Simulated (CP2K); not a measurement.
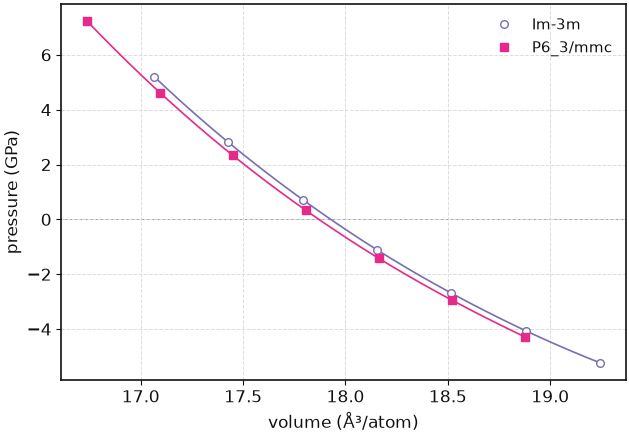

Plotted: pressure against volume, with one curve for each structure, for Ag.

Method: DFT in Gaussian orbitals with a plane-wave density, no spin polarisation; energies at scaled volumes of the given cell, shape and fractions fixed, counted from the fit's minimum, third-order Birch-Murnaghan fit (CP2K 2026.2). Level: PBE.

- occupations: Fermi–Dirac
- smearing width: 0.05 eV
- potentials: GTH PBE with UZH TZVP basis
- density cutoff: 6123 eV

Settings that differ: Im-3m: k mesh 11×11×11; P6_3/mmc: k mesh 10×10×6.

Order the curves by fitted equilibrium volume, smallest first.

Answer. P6_3/mmc 17.871, Im-3m 17.927 Å³/atom.

For Im-3m: what does the pressure do across the range?

Answer. It falls from 5.21 GPa at volume 17.06 Å³/atom to −5.23 GPa at 19.24 Å³/atom, and changes sign near 17.93 Å³/atom.

The computed values:

Im-3m:
| volume (Å³/atom) | pressure (GPa) |
| --- | --- |
| 17.06 | 5.21 |
| 17.43 | 2.81 |
| 17.79 | 0.72 |
| 18.15 | −1.11 |
| 18.52 | −2.69 |
| 18.88 | −4.06 |
| 19.24 | −5.23 |

P6_3/mmc:
| volume (Å³/atom) | pressure (GPa) |
| --- | --- |
| 16.74 | 7.23 |
| 17.09 | 4.62 |
| 17.45 | 2.33 |
| 17.81 | 0.33 |
| 18.16 | −1.42 |
| 18.52 | −2.94 |
| 18.87 | −4.28 |
